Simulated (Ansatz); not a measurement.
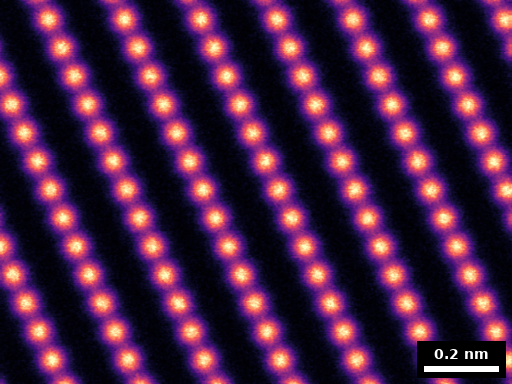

HAADF-like image of Rh (Fm-3m, No. 225). The image is simulated as a sum over atoms of Z^1.8, blurred by a 0.54 Å probe (no channelling). The probe carries 25 % of its weight in a tail 2.5 times as wide. Shot noise and a slight drift were added. Structure used: a calculation's starting geometry.

```xyz
4
Lattice="3.8003 0.0000 0.0000 0.0000 3.8003 0.0000 0.0000 0.0000 3.8003" Properties=species:S:1:pos:R:3 pbc="T T T"
Rh    0.0000    0.0000    0.0000
Rh    0.0000    1.9001    1.9001
Rh    1.9001    0.0000    1.9001
Rh    1.9001    1.9001    0.0000
```

### Which beam direction gives this image, [001], [221] or [210]? (Directions equivalent by symmetry count as one.)

[210]. The projected cells are 1.90 × 1.90 Å, 90° for [001]; 0.90 × 1.42 Å, 108° for [221]; 0.85 × 1.90 Å, 90° for [210], and the image repeats as the [210] one does.
